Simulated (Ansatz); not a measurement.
Run report: Rh, geometry relaxation (part 1 of 2)

The run: geometry relaxation of Rh (slab, 12 atoms in the cell). Method and program: DFT PBE+D3(BJ), scalar-relativistic, plane waves, PAW, no spin polarisation (Ansatz 0.2.0).

The structure derives from an entry of the Crystallography Open Database. The input holds or restrains some coordinates. Forces given for the steps count only the free coordinates. Figures and captions count atoms from 1; the log counts them from 0 in places.

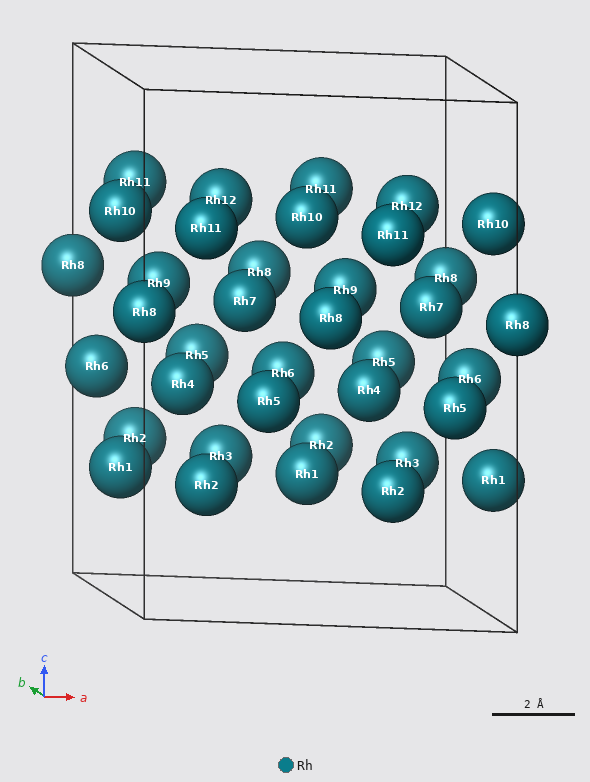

Fig. 1: The structure as given in the input (spheres-only view of the 2 × 1 repeat of the cell, with the vacuum cut short, seen slightly off an axis; atoms are numbered from 1 in the order of the input). An atom can appear more than once, as a periodic image.

Results in brief:

| quantity | value |
| --- | --- |
| outcome | converged under the restraints of the input |
| electrons treated | 204 |
| free energy | −76835.6900 eV |
| work function, top face | 5.12 eV |
| work function, bottom face | 5.12 eV |
| Fermi energy | 5.208 eV |
| gap on the k-point mesh | none (metallic) |
| final volume | 440.59 Å³ |
| work function (upper face) | 5.12 eV |
| largest force (length of the vector) at the end, held atoms and coordinates included | 0.136 eV/Å |
| hardware | 4 threads of Intel Xeon @ 2.70GHz, 189 GiB of memory available, shared host |
| wall time | 64 s (CPU time 4 min) |
| peak memory | 1.4 GiB |

Input:
```yaml
crystal:
  lattice:
    - [4.6459122621, 0.0, 0.0]
    - [-2.322956131, 4.0234780427, 0.0]
    - [0.0, 0.0, 23.5703121307]
  atoms:
    - { symbol: Rh, position: [0.0, 0.3333333333, 0.3606231412] }
    - { symbol: Rh, position: [0.3333333333, 0.0, 0.3606231412] }
    - { symbol: Rh, position: [0.6666666667, 0.6666666667, 0.3606231412] }
    - { symbol: Rh, position: [0.3333333333, 0.3333333333, 0.4535410471] }
    - { symbol: Rh, position: [0.6666666667, 0.0, 0.4535410471] }
    - { symbol: Rh, position: [0.0, 0.6666666667, 0.4535410471] }
    - { symbol: Rh, position: [0.6666666667, 0.3333333333, 0.5464589529] }
    - { symbol: Rh, position: [0.0, 0.0, 0.5464589529] }
    - { symbol: Rh, position: [0.3333333333, 0.6666666667, 0.5464589529] }
    - { symbol: Rh, position: [0.0, 0.3333333333, 0.6393768588] }
    - { symbol: Rh, position: [0.3333333333, 0.0, 0.6393768588] }
    - { symbol: Rh, position: [0.6666666667, 0.6666666667, 0.6393768588] }
basis:
  ecutwfc: 420
kpoints:
  mp_grid: { grid: [6, 6, 1] }
hamiltonian:
  xc: pbe
  dispersion: d3bj
scf:
  occupations: { method: gaussian, width: 0.1 }
output:
  forces: true
  eigenvalues: true
  write_density: true
  write_potential: true
  elf: true
  volumetric_format: npy
relax:
  adjacent_minimum: "off"
  f_tol: 0.03
  max_steps: 70
  constraints: [{ sites: [0, 1, 2, 3, 4, 5] }]
efield:
  axis: 3
  dipole_correction: true
```

Launched with:
```bash
ansatz run input.yaml --threads 4 --pin off --max-ram 10240MiB --backend cpu --events-out ev --progress --plain --runs-dir out
```

What the program printed:
```
Engine: ansatz 0.2.0, x86_64-unknown-linux-gnu
Pseudopotentials: kind: paw
Pseudopotential: Rh, paw, valence charge 17, recommended cutoff 420 eV (normal), Rh.paw.azcp
Functional definition: PBE
  parameter kappa = 0.804
  parameter beta = 0.06672455060314922
  exchange = pbe_x(kappa = kappa, mu = beta*pi^2/3)
  correlation = pbe_c(beta = beta)
Crystal: 12 atoms, lattice volume = 440.593 Å³
Basis set: ecut = 420 eV, 8629 PW (Γ), exchange–correlation on 64×64×320 points (8 copies of the dense FFT grid, shifted against one another)
Bands: 123, of which v1, the nominal top of the filled ones, is band 102 counted from 1 (101 counted from 0)
Symmetry: 18 space group operations
k-points: 7 of 36 (time reversal used)
Non-local potential: Rh, projectors of the file, l = 0: 3, l = 1: 2, l = 2: 2, l = 3: 1
PAW form: soft (Blöchl's): semilocal exchange-correlation on the pseudo side does not see the compensation charge
PAW one-centre angular grid: Rh, 590 points (default); XC on 64 Gauss nodes
Initial density: superposition of atomic densities (neutral atoms: chi_scale 0, normalization atom), corrected by the library's trained network
Initial wavefunctions: pseudopotential atomic-orbital guess
Functional: x = pbe(κ = 0.804, μ = 0.2195149727645171), c = pbe(β = 0.06672455060314922)
SCF iter   1: F=—  HF=-76835.661363 eV  |F-HF|=—  |Δ(HF+E_count)|=         —  Δρ=4.06e-3  dr2=1.18e-1  ethr=1.77e-3  p=0.000 e·Å  D=4.40e-14 V/Å  ΔV_dip=-0.00 eV  dr2_dipole=9.10e-7  V_vac-E_F(+/−)=4.96/4.96 eV  ⟨swp⟩=8.0  Hψ=3929  notcnv=0  defer=13
efield: sawtooth ramp at fractional position 0.9500 (placed from the atoms, in the widest stretch of the axis that holds none; the zero of the levels goes with the place), width 0.1000; the density the first Hamiltonian is built on has a dipole p = 0.000 e·Å; the dipole correction subtracts the counter field D = 4.40e-14 V/Å, which shifts the + side's vacuum level by -0.00 eV against the − side's; the planar-averaged density in the ramp window peaks in size at 3.0e-5 e/Å³
preconditioner: auto → LDOS  [metal: Δε(μ)=0.055 eV  Ē_g=5.443 eV  σ=0.100 eV  W_gap=0.30  n_scr=96 (ndim 8)  ℏωp=18.4 eV  f_vac=0.572  D(μ)=19.25/eV (n_scr^D=152)  β→1.0]
SCF iter   2: F=—  HF=-76835.664660 eV  |F-HF|=—  |Δ(HF+E_count)|=   3.30e-3  Δρ=1.33e-3  dr2=7.15e-3  ethr=5.77e-5  p=0.000 e·Å  D=3.48e-5 V/Å  ΔV_dip=-0.00 eV  dr2_dipole=2.40e-6  V_vac-E_F(+/−)=5.13/5.13 eV  ⟨swp⟩=2.0  Hψ=1312  notcnv=0  defer=27
SCF iter   3: F=—  HF=-76835.666709 eV  |F-HF|=—  |Δ(HF+E_count)|=   2.05e-3  Δρ=1.10e-3  dr2=7.90e-3  ethr=3.50e-6  p=0.000 e·Å  D=6.27e-8 V/Å  ΔV_dip=-0.00 eV  dr2_dipole=2.61e-7  V_vac-E_F(+/−)=5.14/5.14 eV  ⟨swp⟩=2.7  Hψ=1805  notcnv=0  defer=27
SCF iter   4: F=—  HF=-76835.664904 eV  |F-HF|=—  |Δ(HF+E_count)|=   1.80e-3  Δρ=2.03e-4  dr2=5.71e-4  ethr=3.50e-6  p=-0.000 e·Å  D=-1.97e-6 V/Å  ΔV_dip=0.00 eV  dr2_dipole=6.93e-8  V_vac-E_F(+/−)=5.14/5.14 eV  ⟨swp⟩=2.3  Hψ=1278  notcnv=0  defer=27
SCF iter   5: F=—  HF=-76835.664794 eV  |F-HF|=—  |Δ(HF+E_count)|=   1.11e-4  Δρ=5.05e-5  dr2=6.19e-6  ethr=2.80e-7  p=0.000 e·Å  D=1.74e-6 V/Å  ΔV_dip=-0.00 eV  dr2_dipole=5.50e-9  V_vac-E_F(+/−)=5.14/5.14 eV  ⟨swp⟩=2.9  Hψ=1507  notcnv=0  defer=27
SCF iter   6: F=-76835.664803 eV  HF=-76835.664803 eV  |F-HF|=5.56e-7  |Δ(HF+E_count)|=   8.89e-6  Δρ=1.38e-5  dr2=1.40e-6  ethr=3.04e-9  p=0.000 e·Å  D=3.48e-8 V/Å  ΔV_dip=-0.00 eV  dr2_dipole=8.99e-10  V_vac-E_F(+/−)=5.14/5.14 eV  ⟨swp⟩=21.6  Hψ=8670  notcnv=0
SCF 1 converged in 6 iterations: F = -76835.664803 eV  dr2 = 1.40e-6
  greatest PAW one-centre occupation: 1.000 electrons in one spin orbital (limit 2), on the Rh atom at site 5 (counted from 0), in its partial waves of l = 0
relax step   1: F+E_penalty+E_count = -76835.66480340 eV  Δ(F+E_penalty+E_count) = +0.000e0 eV  max|allowed force component| = 1.753e-1 eV/Å  Δτ_max = 0.0000 Å  (6 SCF iters, dr2 threshold 2.25e-5 eV, accepted)
Initial density: handed on by an earlier stage of this run
Initial wavefunctions: those handed on with the density
iter 1 solved again at ethr=1.31e-3 eV; its pass at ethr=3.10e-3 eV (dr2=2.66e0 eV) is discarded
SCF iter   1: F=—  HF=-76835.729896 eV  |F-HF|=—  |Δ(HF+E_count)|=         —  Δρ=1.16e-2  dr2=2.51e0  ethr=1.31e-3  p=-0.000 e·Å  D=-3.78e-8 V/Å  ΔV_dip=0.00 eV  dr2_dipole=8.98e-1  V_vac-E_F(+/−)=5.12/5.12 eV  ⟨swp⟩=1.0  Hψ=2869  notcnv=0  defer=56
efield: sawtooth ramp at fractional position 0.9500 (handed on by an earlier solve), width 0.1000; the density the first Hamiltonian is built on has a dipole p = -0.000 e·Å; the dipole correction subtracts the counter field D = -3.78e-8 V/Å, which shifts the + side's vacuum level by +0.00 eV against the − side's; the planar-averaged density in the ramp window peaks in size at 9.6e-6 e/Å³
preconditioner: auto → LDOS  [metal: Δε(μ)=0.059 eV  Ē_g=5.541 eV  σ=0.100 eV  W_gap=0.31  n_scr=96 (ndim 8)  ℏωp=18.4 eV  f_vac=0.577  D(μ)=17.63/eV (n_scr^D=122)  β→1.0]
SCF iter   2: F=—  HF=-76835.700448 eV  |F-HF|=—  |Δ(HF+E_count)|=   2.94e-2  Δρ=6.11e-3  dr2=2.29e-1  ethr=1.23e-3  p=-0.001 e·Å  D=-3.27e-4 V/Å  ΔV_dip=0.01 eV  dr2_dipole=3.97e-2  V_vac-E_F(+/−)=5.15/5.14 eV  ⟨swp⟩=2.0  Hψ=848  notcnv=0  defer=56
SCF iter   3: F=—  HF=-76835.680551 eV  |F-HF|=—  |Δ(HF+E_count)|=   1.99e-2  Δρ=1.55e-3  dr2=1.33e-2  ethr=1.12e-4  p=0.006 e·Å  D=2.40e-3 V/Å  ΔV_dip=-0.06 eV  dr2_dipole=1.92e-3  V_vac-E_F(+/−)=5.06/5.12 eV  ⟨swp⟩=2.1  Hψ=1268  notcnv=0  defer=56
SCF iter   4: F=—  HF=-76835.679546 eV  |F-HF|=—  |Δ(HF+E_count)|=   1.01e-3  Δρ=2.72e-4  dr2=2.78e-4  ethr=6.53e-6  p=0.003 e·Å  D=1.06e-3 V/Å  ΔV_dip=-0.02 eV  dr2_dipole=2.95e-8  V_vac-E_F(+/−)=5.10/5.13 eV  ⟨swp⟩=2.1  Hψ=1181  notcnv=0  defer=56
SCF iter   5: F=—  HF=-76835.680447 eV  |F-HF|=—  |Δ(HF+E_count)|=   9.01e-4  Δρ=9.21e-5  dr2=5.72e-5  ethr=1.36e-7  p=0.002 e·Å  D=7.71e-4 V/Å  ΔV_dip=-0.02 eV  dr2_dipole=1.63e-6  V_vac-E_F(+/−)=5.10/5.12 eV  ⟨swp⟩=3.4  Hψ=1800  notcnv=0  defer=56
SCF iter   6: F=—  HF=-76835.680468 eV  |F-HF|=—  |Δ(HF+E_count)|=   2.11e-5  Δρ=3.47e-5  dr2=6.09e-6  ethr=2.80e-8  p=0.002 e·Å  D=7.72e-4 V/Å  ΔV_dip=-0.02 eV  dr2_dipole=1.33e-7  V_vac-E_F(+/−)=5.10/5.12 eV  ⟨swp⟩=2.0  Hψ=1177  notcnv=0  defer=56
iter 7 did not close the SCF: its close was put off until two iterations running show no level that it waits for move by more than its bar (scf_convergence_deferred on its scf_iter line)
SCF iter   7: F=-76835.680473 eV  HF=-76835.680472 eV  |F-HF|=5.67e-7  |Δ(HF+E_count)|=   4.32e-6  Δρ=1.20e-5  dr2=1.08e-6  ethr=9.41e-10  p=0.002 e·Å  D=7.05e-4 V/Å  ΔV_dip=-0.02 eV  dr2_dipole=8.78e-8  V_vac-E_F(+/−)=5.10/5.12 eV  ⟨swp⟩=21.7  Hψ=8435  notcnv=0
iter 8 did not close the SCF: its close was put off until two iterations running show no level that it waits for move by more than its bar (scf_convergence_deferred on its scf_iter line)
SCF iter   8: F=-76835.680474 eV  HF=-76835.680473 eV  |F-HF|=7.47e-7  |Δ(HF+E_count)|=   6.04e-7  Δρ=5.09e-6  dr2=1.08e-7  ethr=5.29e-10  p=0.002 e·Å  D=6.79e-4 V/Å  ΔV_dip=-0.02 eV  dr2_dipole=1.63e-9  V_vac-E_F(+/−)=5.10/5.12 eV  ⟨swp⟩=12.0  Hψ=7237  notcnv=0
SCF iter   9: F=-76835.680474 eV  HF=-76835.680473 eV  |F-HF|=1.93e-7  |Δ(HF+E_count)|=   6.14e-7  Δρ=1.74e-6  dr2=9.25e-9  ethr=5.27e-11  p=0.002 e·Å  D=6.66e-4 V/Å  ΔV_dip=-0.02 eV  dr2_dipole=4.87e-11  V_vac-E_F(+/−)=5.11/5.12 eV  ⟨swp⟩=11.9  Hψ=6705  notcnv=0
SCF 2 converged in 9 iterations: F = -76835.680474 eV  dr2 = 9.25e-9
  greatest PAW one-centre occupation: 1.000 electrons in one spin orbital (limit 2), on the Rh atom at site 8 (counted from 0), in its partial waves of l = 0
relax step   2: F+E_penalty+E_count = -76835.68047361 eV  Δ(F+E_penalty+E_count) = -1.567e-2 eV  max|allowed force component| = 1.581e-1 eV/Å  Δτ_max = 0.0943 Å  (9 SCF iters, dr2 threshold 1.92e-6 eV, accepted)
SCF iter   1: F=—  HF=-76835.694617 eV  |F-HF|=—  |Δ(HF+E_count)|=         —  Δρ=4.17e-3  dr2=3.02e-1  ethr=1.60e-3  p=0.002 e·Å  D=6.67e-4 V/Å  ΔV_dip=-0.02 eV  dr2_dipole=1.07e-1  V_vac-E_F(+/−)=5.11/5.12 eV  ⟨swp⟩=2.9  Hψ=1289  notcnv=0  defer=64
efield: sawtooth ramp at fractional position 0.9500 (handed on by an earlier solve), width 0.1000; the density the first Hamiltonian is built on has a dipole p = 0.002 e·Å; the dipole correction subtracts the counter field D = 6.67e-4 V/Å, which shifts the + side's vacuum level by -0.02 eV against the − side's; the planar-averaged density in the ramp window peaks in size at 1.7e-6 e/Å³
preconditioner: auto → LDOS  [metal: Δε(μ)=0.021 eV  Ē_g=5.488 eV  σ=0.100 eV  W_gap=0.12  n_scr=96 (ndim 8)  ℏωp=18.4 eV  f_vac=0.576  D(μ)=18.10/eV (n_scr^D=140)  β→1.0]
SCF iter   2: F=—  HF=-76835.691709 eV  |F-HF|=—  |Δ(HF+E_count)|=   2.91e-3  Δρ=1.74e-3  dr2=9.94e-3  ethr=1.48e-4  p=0.002 e·Å  D=7.84e-4 V/Å  ΔV_dip=-0.02 eV  dr2_dipole=6.49e-5  V_vac-E_F(+/−)=5.10/5.12 eV  ⟨swp⟩=1.1  Hψ=1029  notcnv=0  defer=64
SCF iter   3: F=—  HF=-76835.689775 eV  |F-HF|=—  |Δ(HF+E_count)|=   1.93e-3  Δρ=7.12e-4  dr2=4.12e-3  ethr=4.87e-6  p=-0.000 e·Å  D=-4.85e-5 V/Å  ΔV_dip=0.00 eV  dr2_dipole=9.43e-4  V_vac-E_F(+/−)=5.13/5.13 eV  ⟨swp⟩=3.0  Hψ=1617  notcnv=0  defer=64
SCF iter   4: F=—  HF=-76835.689214 eV  |F-HF|=—  |Δ(HF+E_count)|=   5.61e-4  Δρ=1.13e-4  dr2=1.52e-4  ethr=2.02e-6  p=0.001 e·Å  D=3.43e-4 V/Å  ΔV_dip=-0.01 eV  dr2_dipole=1.51e-5  V_vac-E_F(+/−)=5.11/5.12 eV  ⟨swp⟩=2.0  Hψ=1172  notcnv=0  defer=64
SCF iter   5: F=—  HF=-76835.689951 eV  |F-HF|=—  |Δ(HF+E_count)|=   7.37e-4  Δρ=4.28e-5  dr2=1.89e-5  ethr=7.45e-8  p=0.001 e·Å  D=3.68e-4 V/Å  ΔV_dip=-0.01 eV  dr2_dipole=1.42e-6  V_vac-E_F(+/−)=5.12/5.12 eV  ⟨swp⟩=3.4  Hψ=1569  notcnv=0  defer=64
iter 6 did not close the SCF: its close was put off until two iterations running show no level that it waits for move by more than its bar (scf_convergence_deferred on its scf_iter line)
SCF iter   6: F=-76835.689959 eV  HF=-76835.689957 eV  |F-HF|=1.76e-6  |Δ(HF+E_count)|=   6.10e-6  Δρ=1.45e-5  dr2=9.95e-7  ethr=7.66e-10  p=0.001 e·Å  D=3.41e-4 V/Å  ΔV_dip=-0.01 eV  dr2_dipole=3.25e-9  V_vac-E_F(+/−)=5.12/5.12 eV  ⟨swp⟩=20.3  Hψ=8758  notcnv=0
iter 7 did not close the SCF: its close was put off until two iterations running show no level that it waits for move by more than its bar (scf_convergence_deferred on its scf_iter line)
SCF iter   7: F=-76835.689959 eV  HF=-76835.689959 eV  |F-HF|=3.74e-7  |Δ(HF+E_count)|=   1.95e-6  Δρ=5.68e-6  dr2=2.22e-7  ethr=4.88e-10  p=0.001 e·Å  D=3.48e-4 V/Å  ΔV_dip=-0.01 eV  dr2_dipole=1.45e-9  V_vac-E_F(+/−)=5.12/5.12 eV  ⟨swp⟩=14.0  Hψ=7290  notcnv=0
iter 8 did not close the SCF: its close was put off until two iterations running show no level that it waits for move by more than its bar (scf_convergence_deferred on its scf_iter line)
SCF iter   8: F=-76835.689960 eV  HF=-76835.689960 eV  |F-HF|=1.21e-7  |Δ(HF+E_count)|=   4.05e-7  Δρ=1.98e-6  dr2=2.10e-8  ethr=1.09e-10  p=0.001 e·Å  D=3.48e-4 V/Å  ΔV_dip=-0.01 eV  dr2_dipole=3.22e-9  V_vac-E_F(+/−)=5.12/5.12 eV  ⟨swp⟩=11.7  Hψ=6750  notcnv=0
SCF iter   9: F=-76835.689960 eV  HF=-76835.689960 eV  |F-HF|=3.59e-8  |Δ(HF+E_count)|=   1.02e-7  Δρ=5.22e-7  dr2=1.42e-9  ethr=1.03e-11  p=0.001 e·Å  D=3.48e-4 V/Å  ΔV_dip=-0.01 eV  dr2_dipole=1.21e-11  V_vac-E_F(+/−)=5.12/5.12 eV  ⟨swp⟩=10.4  Hψ=5978  notcnv=0
SCF 3 converged in 9 iterations: F = -76835.689960 eV  dr2 = 1.42e-9
relax step   3: F+E_penalty+E_count = -76835.68995964 eV  Δ(F+E_penalty+E_count) = -9.486e-3 eV  max|allowed force component| = 5.061e-3 eV/Å  Δτ_max = 0.0354 Å  (9 SCF iters, dr2 threshold 1.56e-6 eV, accepted)
iter 1 solved again at ethr=8.17e-12 eV; its pass at ethr=3.10e-3 eV (dr2=1.67e-8 eV) is discarded
SCF iter   1: F=—  HF=-76835.689957 eV  |F-HF|=—  |Δ(HF+E_count)|=         —  Δρ=1.17e-6  dr2=1.64e-8  ethr=8.17e-12  p=0.001 e·Å  D=3.48e-4 V/Å  ΔV_dip=-0.01 eV  dr2_dipole=6.21e-9  V_vac-E_F(+/−)=5.12/5.12 eV  ⟨swp⟩=1.0  Hψ=2044  notcnv=0
efield: sawtooth ramp at fractional position 0.9500 (handed on by an earlier solve), width 0.1000; the density the first Hamiltonian is built on has a dipole p = 0.001 e·Å; the dipole correction subtracts the counter field D = 3.48e-4 V/Å, which shifts the + side's vacuum level by -0.01 eV against the − side's; the planar-averaged density in the ramp window peaks in size at 2.8e-6 e/Å³
preconditioner: auto → LDOS  [metal: Δε(μ)=0.020 eV  Ē_g=5.488 eV  σ=0.100 eV  W_gap=0.11  n_scr=96 (ndim 8)  ℏωp=18.4 eV  f_vac=0.576  D(μ)=18.31/eV (n_scr^D=140)  β→1.0]
SCF iter   2: F=-76835.689960 eV  HF=-76835.689960 eV  |F-HF|=1.25e-8  |Δ(HF+E_count)|=   2.34e-6  Δρ=1.37e-6  dr2=1.35e-8  ethr=8.05e-12  p=0.001 e·Å  D=3.49e-4 V/Å  ΔV_dip=-0.01 eV  dr2_dipole=5.28e-9  V_vac-E_F(+/−)=5.12/5.12 eV  ⟨swp⟩=12.7  Hψ=6496  notcnv=0
SCF 4 converged in 2 iterations: F = -76835.689960 eV  dr2 = 1.35e-8
relax step   4: F+E_penalty+E_count = -76835.68995962 eV  Δ(F+E_penalty+E_count) = +1.553e-8 eV  max|allowed force component| = 5.066e-3 eV/Å  Δτ_max = 0.0000 Å  (2 SCF iters, accepted)
```

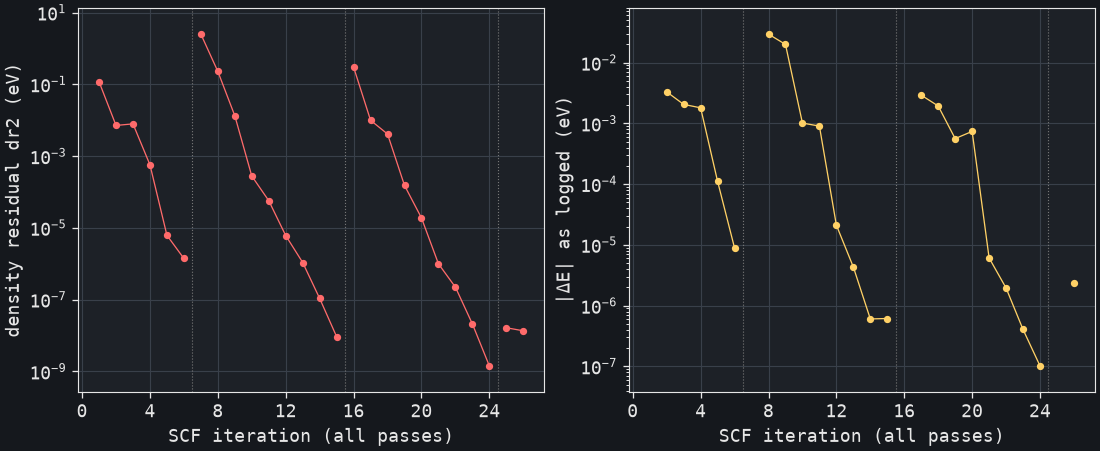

Fig. 2: Convergence of the self-consistent field: density residual dr2 and size of the energy change against the SCF iteration. The dotted lines part the SCF passes of the relaxation: geometry steps, rejected trials and re-solves on a re-selected basis. The passes take 6, 9, 9 and 2 iterations.

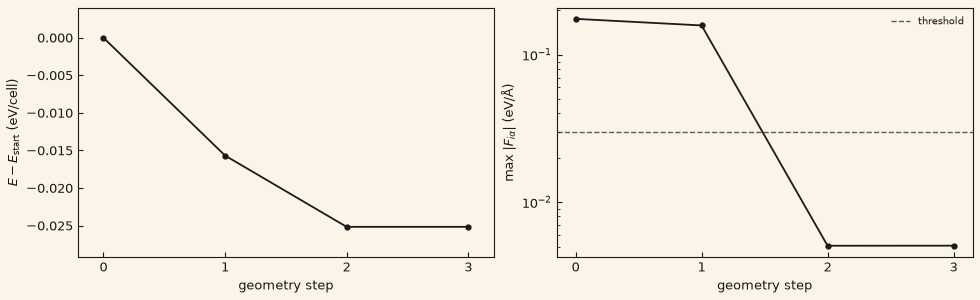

Fig. 3: Progress of the restrained relaxation, step by step (the first geometry is step 0 here and step 1 in the log).

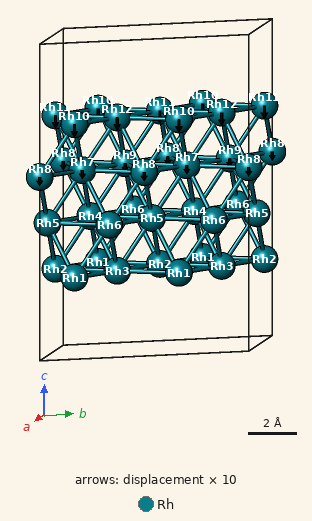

Fig. 4: The starting structure with the displacements as black arrows, magnified 10 times (ball-and-stick view of the 1 × 2 repeat of the cell, with the vacuum cut short, seen slightly off an axis). The largest moves, 0.059 Å, are those of Rh10, Rh11 and Rh12. The cell stays as it was. Distances before and after: Rh4–Rh7 2.682 → 2.649 Å, Rh7–Rh10 2.682 → 2.668 Å. The energy falls by 25.2 meV per cell of the calculation in 3 geometry steps. The largest force component goes from 0.18 to 0.0051 eV/Å. (Atoms are counted from 1 in the order of the input.)

```
SCF converged after 2 iterations
Free energy (F): -76835.689960 eV
Harris-Foulkes:  -76835.689960 eV  (|F-HF|=1.25e-8)
Internal energy: -76835.598408 eV  (E = F + TS)
E sigma→0 (E₀):  -76835.644184 eV
Entropy (-TS):   -0.091552 eV (-7.629 meV/atom)
Fermi energy:    5.208035 eV
Dipole field:    D = 0.000284 V/Å  (p = 0.000691 e·Å, saw-weighted, corrected)
Work function:   Φ+ = 5.1168 eV   Φ− = 5.1235 eV
Levels:          The Fermi level and band energies are counted from a zero that moves with the ramp; work functions are not
```
